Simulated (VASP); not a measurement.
Geometry relaxation of Bi (part 1 of 4)

System: Bi (slab, 3 atoms in the cell).
Method: Kohn-Sham DFT of a periodic cell, PBE with D3, VASP PAW PBE potentials, recommended (VASP 6.6.1).

The structure derives from an entry of the Crystallography Open Database. The run did not end well. It belongs to a series of runs on one base structure; here: the (0 0 1) slab of Bi, cut from the database cell, not relaxed.

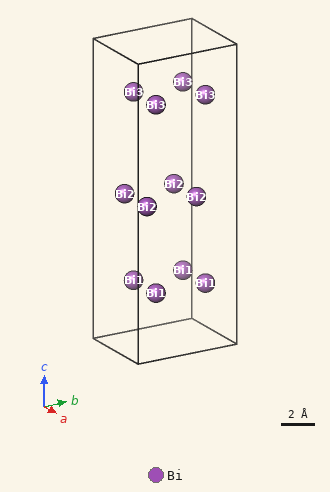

**Figure 1.** The structure as given in the input (ball-and-stick view of the 2 × 2 repeat of the cell, with the vacuum cut short, seen slightly off an axis; atoms are numbered from 1 in the order of the input).

## INCAR
```
SYSTEM = Bi
PREC = Accurate
ENCUT = 520
EDIFF = 1E-6
ISMEAR = 0
SIGMA = 0.05
LREAL = .False.
LASPH = .True.
NELM = 80
ALGO = Normal
ISIF = 2
LWAVE = .False.
LCHARG = .False.
LDIPOL = .True.
IDIPOL = 3
DIPOL = 0.5 0.5 0.500
GGA = PE
IVDW = 11
IBRION = 2
NSW = 60
EDIFFG = -0.005
```

## KPOINTS
```
regular mesh
0
Gamma
  7 7 1
  0 0 0
```

## POSCAR
```
Bi
1.0
    4.5390002997      0.0000000000      0.0000000000
   -2.2695001498      3.9308895674      0.0000000000
    0.0000000000      0.0000000000     26.8290000000
Bi
3
Selective dynamics
Direct
    0.3333333333      0.6666666666      0.2795482500  F F F
    0.6666666667      0.3333333334      0.5000000000  T T T
    0.3333333333      0.6666666666      0.7204517500  T T T
```

Run on 1 thread of Intel Xeon (Granite Rapids), 64 GiB of memory available, shared host.

Launch command:
```bash
cat potpaw_PBE.64/Bi_d/POTCAR > POTCAR
mpirun -np 1 vasp_std > vasp.out
```

## OSZICAR
```
N       E                     dE             d eps       ncg     rms          rms(c)
DAV:   1     0.381177183364E+03    0.38118E+03   -0.20397E+04   560   0.130E+03
DAV:   2     0.234312088204E+02   -0.35775E+03   -0.35514E+03   500   0.354E+02
DAV:   3    -0.364897953346E+01   -0.27080E+02   -0.26703E+02   468   0.119E+02
DAV:   4    -0.480608620633E+01   -0.11571E+01   -0.11040E+01   481   0.241E+01
DAV:   5    -0.487013442669E+01   -0.64048E-01   -0.64009E-01   584   0.483E+00    0.959E-01
DAV:   6    -0.485987271527E+01    0.10262E-01   -0.11513E-01   446   0.186E+00    0.715E-01
DAV:   7    -0.488699978367E+01   -0.27127E-01   -0.36135E-01   520   0.732E-01    0.115E+00
DAV:   8    -0.486135498730E+01    0.25645E-01   -0.27961E-01   432   0.110E+00    0.183E-01
DAV:   9    -0.489442073849E+01   -0.33066E-01   -0.31089E-01   448   0.589E-01    0.101E+00
DAV:  10    -0.486241455890E+01    0.32006E-01   -0.23819E-01   432   0.347E-01    0.103E-01
DAV:  11    -0.486270392799E+01   -0.28937E-03   -0.39138E-03   488   0.139E-01    0.508E-02
DAV:  12    -0.486288215088E+01   -0.17822E-03   -0.67410E-04   432   0.707E-02    0.528E-03
DAV:  13    -0.486289508624E+01   -0.12935E-04   -0.34955E-05   420   0.186E-02    0.655E-03
DAV:  14    -0.486290555883E+01   -0.10473E-04   -0.20614E-05   304   0.107E-02    0.310E-03
DAV:  15    -0.486291154542E+01   -0.59866E-05   -0.61246E-06   289   0.707E-03    0.107E-03
DAV:  16    -0.486291359272E+01   -0.20473E-05   -0.61292E-07   224   0.338E-03    0.510E-04
DAV:  17    -0.486291624652E+01   -0.26538E-05   -0.72469E-07   256   0.249E-03    0.488E-04
DAV:  18    -0.486291732308E+01   -0.10766E-05   -0.20805E-07   216   0.180E-03    0.284E-04
DAV:  19    -0.486291820361E+01   -0.88053E-06   -0.13468E-07   216   0.100E-03
   1 F= -.52155867E+01 E0= -.52097779E+01  d E =-.521559E+01
       N       E                     dE             d eps       ncg     rms          rms(c)
DAV:   1    -0.486287487859E+01    0.42444E-04   -0.57057E-02   449   0.917E-01    0.121E-02
DAV:   2    -0.486301204302E+01   -0.13716E-03   -0.13811E-03   560   0.191E-01    0.898E-03
DAV:   3    -0.486308372851E+01   -0.71685E-04   -0.96141E-04   440   0.340E-02    0.515E-02
DAV:   4    -0.486301142933E+01    0.72299E-04   -0.72633E-04   328   0.179E-02    0.343E-03
DAV:   5    -0.486301157828E+01   -0.14895E-06   -0.10491E-06   275   0.583E-03
   2 F= -.52157540E+01 E0= -.52099423E+01  d E =-.167297E-03
       N       E                     dE             d eps       ncg     rms          rms(c)
DAV:   1    -0.486206123720E+01    0.95019E-03   -0.51471E-01   449   0.264E+00    0.353E-02
DAV:   2    -0.486328230731E+01   -0.12211E-02   -0.12273E-02   560   0.509E-01    0.171E-02
DAV:   3    -0.486341916186E+01   -0.13685E-03   -0.16123E-03   520   0.736E-02    0.690E-02
DAV:   4    -0.486329559514E+01    0.12357E-03   -0.16082E-03   512   0.322E-02    0.172E-02
DAV:   5    -0.486329079167E+01    0.48035E-05   -0.45825E-05   338   0.100E-02    0.109E-02
DAV:   6    -0.486329093278E+01   -0.14111E-06   -0.41509E-06   264   0.687E-03
   3 F= -.52162559E+01 E0= -.52104364E+01  d E =-.669210E-03
       N       E                     dE             d eps       ncg     rms          rms(c)
DAV:   1    -0.485878902326E+01    0.45018E-02   -0.20541E+00   449   0.506E+00    0.747E-02
DAV:   2    -0.486378406222E+01   -0.49950E-02   -0.50320E-02   552   0.104E+00    0.304E-02
DAV:   3    -0.486386072846E+01   -0.76666E-04   -0.83507E-04   528   0.145E-01    0.278E-02
DAV:   4    -0.486387295557E+01   -0.12227E-04   -0.42588E-04   552   0.341E-02    0.337E-02
DAV:   5    -0.486386149573E+01    0.11460E-04   -0.48743E-04   333   0.175E-02    0.268E-02
DAV:   6    -0.486385442857E+01    0.70672E-05   -0.10712E-04   384   0.138E-02    0.143E-02
DAV:   7    -0.486385658970E+01   -0.21611E-05   -0.11831E-05   560   0.148E-02    0.323E-03
DAV:   8    -0.486385715577E+01   -0.56607E-06   -0.21051E-06   267   0.531E-03
   4 F= -.52172710E+01 E0= -.52114339E+01  d E =-.168425E-02
       N       E                     dE             d eps       ncg     rms          rms(c)
DAV:   1    -0.484457792549E+01    0.19279E-01   -0.83132E+00   446   0.104E+01    0.150E-01
DAV:   2    -0.486486224678E+01   -0.20284E-01   -0.20384E-01   560   0.203E+00    0.682E-02
DAV:   3    -0.486734451249E+01   -0.24823E-02   -0.28216E-02   528   0.324E-01    0.287E-01
DAV:   4    -0.486506331190E+01    0.22812E-02   -0.26058E-02   496   0.104E-01    0.548E-02
DAV:   5    -0.486504331734E+01    0.19995E-04   -0.47133E-04   400   0.370E-02    0.444E-02
DAV:   6    -0.486503515083E+01    0.81665E-05   -0.12612E-04   504   0.216E-02    0.310E-02
DAV:   7    -0.486504194803E+01   -0.67972E-05   -0.50748E-05   432   0.253E-02    0.825E-03
DAV:   8    -0.486504346923E+01   -0.15212E-05   -0.13369E-05   336   0.124E-02    0.282E-03
DAV:   9    -0.486504370254E+01   -0.23330E-06   -0.80720E-07   216   0.605E-03
   5 F= -.52193691E+01 E0= -.52134899E+01  d E =-.378239E-02
       N       E                     dE             d eps       ncg     rms          rms(c)
DAV:   1    -0.477294872035E+01    0.92095E-01   -0.34073E+01   452   0.223E+01    0.329E-01
DAV:   2    -0.486670739320E+01   -0.93759E-01   -0.94236E-01   560   0.425E+00    0.152E-01
DAV:   3    -0.487491383059E+01   -0.82064E-02   -0.98555E-02   496   0.728E-01    0.486E-01
DAV:   4    -0.486792936354E+01    0.69845E-02   -0.74015E-02   504   0.212E-01    0.150E-01
DAV:   5    -0.486760881480E+01    0.32055E-03   -0.42035E-03   512   0.850E-02    0.962E-02
DAV:   6    -0.486759842291E+01    0.10392E-04   -0.50557E-04   432   0.384E-02    0.701E-02
DAV:   7    -0.486763162456E+01   -0.33202E-04   -0.40963E-04   560   0.718E-02    0.230E-02
DAV:   8    -0.486762731125E+01    0.43133E-05   -0.20834E-04   432   0.302E-02    0.104E-02
DAV:   9    -0.486762720021E+01    0.11104E-06   -0.31822E-05   450   0.149E-02    0.289E-03
DAV:  10    -0.486762762337E+01   -0.42316E-06   -0.41230E-06   254   0.494E-03
   6 F= -.52238331E+01 E0= -.52178383E+01  d E =-.824635E-02
       N       E                     dE             d eps       ncg     rms          rms(c)
DAV:   1    -0.441923604957E+01    0.44839E+00   -0.15151E+02   440   0.576E+01    0.703E-01
DAV:   2    -0.486035246461E+01   -0.44112E+00   -0.44388E+00   496   0.921E+00    0.568E-01
DAV:   3    -0.507085815075E+01   -0.21051E+00   -0.21160E+00   568   0.273E+00    0.277E+00
DAV:   4    -0.488492971251E+01    0.18593E+00   -0.13628E+00   465   0.619E-01    0.713E-01
DAV:   5    -0.487421949826E+01    0.10710E-01   -0.82822E-02   536   0.291E-01    0.243E-01
DAV:   6    -0.487372426947E+01    0.49523E-03   -0.81031E-03   448   0.185E-01    0.165E-01
DAV:   7    -0.487383699166E+01   -0.11272E-03   -0.85482E-04   496   0.126E-01    0.126E-01
DAV:   8    -0.487383633782E+01    0.65384E-06   -0.16413E-03   552   0.136E-01    0.422E-02
DAV:   9    -0.487381802325E+01    0.18315E-04   -0.12373E-04   504   0.459E-02    0.363E-02
DAV:  10    -0.487380611301E+01    0.11910E-04   -0.20966E-04   528   0.504E-02    0.139E-02
DAV:  11    -0.487380223516E+01    0.38779E-05   -0.27754E-05   392   0.247E-02    0.880E-03
DAV:  12    -0.487379926946E+01    0.29657E-05   -0.95112E-06   368   0.141E-02    0.476E-03
DAV:  13    -0.487379942780E+01   -0.15833E-06   -0.30347E-06   298   0.776E-03
   7 F= -.52339931E+01 E0= -.52276334E+01  d E =-.184064E-01
       N       E                     dE             d eps       ncg     rms          rms(c)
DAV:   1    -0.384628088197E+01    0.10275E+01   -0.93551E+02   457   0.212E+02    0.948E-01
DAV:   2    -0.506306060960E+01   -0.12168E+01   -0.11595E+01   440   0.155E+01    0.278E+00
DAV:   3    -0.498645162211E+01    0.76609E-01   -0.52064E+00   568   0.367E+00    0.184E+00
DAV:   4    -0.492828928493E+01    0.58162E-01   -0.10310E+00   488   0.869E-01    0.117E+00
DAV:   5    -0.489427960333E+01    0.34010E-01   -0.13674E-01   456   0.431E-01    0.356E-01
DAV:   6    -0.489194247697E+01    0.23371E-02   -0.25840E-02   496   0.206E-01    0.221E-01
DAV:   7    -0.489206895039E+01   -0.12647E-03   -0.14855E-03   432   0.195E-01    0.114E-01
DAV:   8    -0.489225484396E+01   -0.18589E-03   -0.28168E-03   472   0.150E-01    0.858E-02
DAV:   9    -0.489212840102E+01    0.12644E-03   -0.21377E-04   432   0.694E-02    0.524E-02
DAV:  10    -0.489207159394E+01    0.56807E-04   -0.48391E-04   448   0.693E-02    0.124E-02
DAV:  11    -0.489207194314E+01   -0.34919E-06   -0.38774E-05   400   0.326E-02    0.565E-03
DAV:  12    -0.489207245460E+01   -0.51147E-06   -0.49104E-06   384   0.128E-02
   8 F= -.52611405E+01 E0= -.52539058E+01  d E =-.455538E-01
       N       E                     dE             d eps       ncg     rms          rms(c)
DAV:   1     0.990936292471E+01    0.14801E+02   -0.40266E+03   480   0.317E+02    0.439E+00
DAV:   2    -0.108562594358E+02   -0.20766E+02   -0.18026E+02   456   0.519E+01    0.790E+00
DAV:   3    -0.693642229640E+01    0.39198E+01   -0.40659E+01   432   0.170E+01    0.502E+00
DAV:   4    -0.514231489548E+01    0.17941E+01   -0.13181E+01   462   0.428E+00    0.233E+00
DAV:   5    -0.504867549288E+01    0.93639E-01   -0.14907E+00   488   0.154E+00    0.217E+00
DAV:   6    -0.500473406833E+01    0.43941E-01   -0.81091E-02   470   0.731E-01    0.154E+00
DAV:   7    -0.498398005141E+01    0.20754E-01   -0.33781E-02   480   0.797E-01    0.922E-01
DAV:   8    -0.498209682928E+01    0.18832E-02   -0.50156E-03   496   0.451E-01    0.741E-01
DAV:   9    -0.497810165894E+01    0.39952E-02   -0.33674E-02   496   0.714E-01    0.237E-01
DAV:  10    -0.497805951715E+01    0.42142E-04   -0.63737E-03   448   0.285E-01    0.164E-01
DAV:  11    -0.497759347250E+01    0.46604E-03   -0.16798E-03   504   0.100E-01    0.715E-02
DAV:  12    -0.497751953055E+01    0.73942E-04   -0.32605E-04   432   0.712E-02    0.252E-02
DAV:  13    -0.497751513730E+01    0.43933E-05   -0.14022E-04   440   0.422E-02    0.147E-02
DAV:  14    -0.497751757079E+01   -0.24335E-05   -0.50094E-06   384   0.118E-02    0.130E-02
DAV:  15    -0.497752083543E+01   -0.32646E-05   -0.13632E-05   304   0.814E-03    0.399E-03
DAV:  16    -0.497752429109E+01   -0.34557E-05   -0.10596E-06   278   0.512E-03    0.300E-03
DAV:  17    -0.497752908981E+01   -0.47987E-05   -0.84560E-07   248   0.432E-03    0.205E-03
DAV:  18    -0.497753162105E+01   -0.25312E-05   -0.55610E-07   256   0.245E-03    0.209E-03
DAV:  19    -0.497753337844E+01   -0.17574E-05   -0.29845E-07   216   0.155E-03    0.924E-04
DAV:  20    -0.497753533894E+01   -0.19605E-05   -0.25795E-07   232   0.163E-03    0.555E-04
DAV:  21    -0.497753625997E+01   -0.92104E-06   -0.64630E-08   216   0.109E-03
   9 F= -.53683399E+01 E0= -.53601346E+01  d E =-.152753E+00
       N       E                     dE             d eps       ncg     rms          rms(c)
DAV:   1     0.217109852076E+02    0.26689E+02   -0.52836E+03   485   0.412E+02    0.713E+00
DAV:   2    -0.104011214254E+02   -0.32112E+02   -0.28961E+02   432   0.709E+01    0.789E+00
DAV:   3    -0.116093323485E+02   -0.12082E+01   -0.67199E+01   432   0.293E+01    0.713E+00
DAV:   4    -0.569828017717E+01    0.59111E+01   -0.23428E+01   467   0.661E+00    0.213E+00
DAV:   5    -0.563042946908E+01    0.67851E-01   -0.34567E-01   456   0.242E+00    0.201E+00
DAV:   6    -0.560860069751E+01    0.21829E-01   -0.55893E-02   472   0.124E+00    0.167E+00
DAV:   7    -0.558650089336E+01    0.22100E-01   -0.27825E-02   504   0.113E+00    0.112E+00
DAV:   8    -0.557524101559E+01    0.11260E-01   -0.32575E-02   584   0.130E+00    0.513E-01
DAV:   9    -0.557405164668E+01    0.11894E-02   -0.18139E-02   552   0.996E-01    0.148E-01
DAV:  10    -0.557375479470E+01    0.29685E-03   -0.19523E-03   496   0.307E-01    0.534E-02
DAV:  11    -0.557367341782E+01    0.81377E-04   -0.67561E-04   448   0.213E-01    0.294E-02
DAV:  12    -0.557365219830E+01    0.21220E-04   -0.13735E-04   472   0.210E-01    0.166E-02
DAV:  13    -0.557366268081E+01   -0.10483E-04   -0.57705E-05   440   0.493E-02    0.825E-03
DAV:  14    -0.557368009710E+01   -0.17416E-04   -0.14209E-05   536   0.245E-02    0.936E-03
DAV:  15    -0.557369569171E+01   -0.15595E-04   -0.58837E-06   301   0.127E-02    0.716E-03
DAV:  16    -0.557370933634E+01   -0.13645E-04   -0.49309E-06   309   0.129E-02    0.268E-03
DAV:  17    -0.557371813028E+01   -0.87939E-05   -0.13660E-06   273   0.668E-03    0.177E-03
DAV:  18    -0.557372638163E+01   -0.82513E-05   -0.69780E-07   267   0.474E-03    0.158E-03
DAV:  19    -0.557373185379E+01   -0.54722E-05   -0.38677E-07   248   0.335E-03    0.112E-03
DAV:  20    -0.557373473403E+01   -0.28802E-05   -0.15659E-07   224   0.224E-03    0.731E-04
DAV:  21    -0.557373711200E+01   -0.23780E-05   -0.22339E-07   240   0.228E-03    0.470E-04
DAV:  22    -0.557373750254E+01   -0.39054E-06   -0.29051E-08   216   0.129E-03
  10 F= -.60123597E+01 E0= -.60072032E+01  d E =-.796773E+00
       N       E                     dE             d eps       ncg     rms          rms(c)
DAV:   1     0.348592441931E+02    0.40433E+02   -0.77227E+03   596   0.183E+02    0.903E+00
DAV:   2    -0.839627091647E+01   -0.43256E+02   -0.43804E+02   438   0.928E+01    0.513E+00
DAV:   3    -0.115150681617E+02   -0.31188E+01   -0.85185E+01   502   0.369E+01    0.574E+00
DAV:   4    -0.928218982244E+01    0.22329E+01   -0.36872E+01   564   0.977E+00    0.355E+00
DAV:   5    -0.924551224568E+01    0.36678E-01   -0.24182E-01   525   0.247E+00    0.309E+00
DAV:   6    -0.914171418701E+01    0.10380E+00   -0.10742E-01   520   0.217E+00    0.178E+00
DAV:   7    -0.909608181869E+01    0.45632E-01   -0.19552E-01   568   0.477E+00    0.358E-01
DAV:   8    -0.909454370497E+01    0.15381E-02   -0.18057E-02   516   0.163E+00    0.353E-01
DAV:   9    -0.908437115040E+01    0.10173E-01   -0.93807E-03   637   0.179E+00    0.173E-01
DAV:  10    -0.907867171789E+01    0.56994E-02   -0.48025E-03   590   0.940E-01    0.146E-01
DAV:  11    -0.907821615805E+01    0.45556E-03   -0.50836E-04   480   0.166E-01    0.135E-01
DAV:  12    -0.907792503307E+01    0.29112E-03   -0.49849E-05   486   0.120E-01    0.127E-01
DAV:  13    -0.907495193866E+01    0.29731E-02   -0.12190E-03   659   0.400E-01    0.753E-02
DAV:  14    -0.907444487434E+01    0.50706E-03   -0.51896E-04   486   0.162E-01    0.648E-02
DAV:  15    -0.907313170373E+01    0.13132E-02   -0.60068E-04   552   0.150E-01    0.524E-02
DAV:  16    -0.907264546249E+01    0.48624E-03   -0.28194E-04   453   0.838E-02    0.387E-02
DAV:  17    -0.907245513601E+01    0.19033E-03   -0.78430E-05   528   0.389E-02    0.293E-02
DAV:  18    -0.907245512148E+01    0.14534E-07   -0.20713E-05   448   0.369E-02    0.279E-02
DAV:  19    -0.907227800509E+01    0.17712E-03   -0.11530E-04   509   0.932E-02    0.113E-02
DAV:  20    -0.907232229862E+01   -0.44294E-04   -0.55550E-05   523   0.345E-02    0.240E-02
DAV:  21    -0.907237267049E+01   -0.50372E-04   -0.71123E-06   406   0.130E-02    0.361E-02
DAV:  22    -0.907228211406E+01    0.90556E-04   -0.26681E-05   310   0.366E-02    0.739E-03
DAV:  23    -0.907236319425E+01   -0.81080E-04   -0.20418E-05   318   0.202E-02    0.311E-02
DAV:  24    -0.907230443543E+01    0.58759E-04   -0.12138E-05   389   0.224E-02    0.111E-02
DAV:  25    -0.907229943283E+01    0.50026E-05   -0.70874E-06   325   0.996E-03    0.472E-03
DAV:  26    -0.907231053480E+01   -0.11102E-04   -0.22809E-06   325   0.147E-02    0.876E-03
DAV:  27    -0.907230641978E+01    0.41150E-05   -0.29119E-06   307   0.744E-03    0.186E-03
DAV:  28    -0.907230840571E+01   -0.19859E-05   -0.41485E-07   293   0.800E-03    0.112E-03
DAV:  29    -0.907231189707E+01   -0.34914E-05   -0.10596E-06   305   0.642E-03    0.390E-03
DAV:  30    -0.907231196122E+01   -0.64155E-07   -0.41000E-07   262   0.691E-03
  11 F= -.94490011E+01 E0= -.94448904E+01  d E =-.423341E+01
       N       E                     dE             d eps       ncg     rms          rms(c)
DAV:   1     0.352857124624E+02    0.44358E+02   -0.43308E+03   520   0.660E+02    0.916E+00
DAV:   2    -0.111824109251E+02   -0.46468E+02   -0.44331E+02   446   0.113E+02    0.768E+00
```
